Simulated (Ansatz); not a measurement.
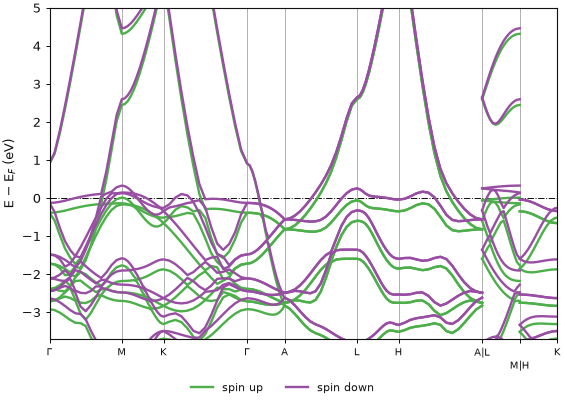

Band structure. Energies are counted from the Fermi level.

What lattice type does the k path imply?

Answer. A hexagonal (primitive) lattice: the path Γ–M–K–Γ–A–L–H–A|L–M|H–K runs through the special points of its Brillouin zone.

Structure: Pd, space group P6_3/mmc, 2 atoms in the cell.

Level of theory: DFT PBE, scalar-relativistic, plane waves, PAW, spin-polarised, 18×18×10 k mesh, Gaussian smearing of 0.1 eV; code Ansatz.

Metal, semiconductor or insulator?

Answer. A metal: bands cross the Fermi level along this path.
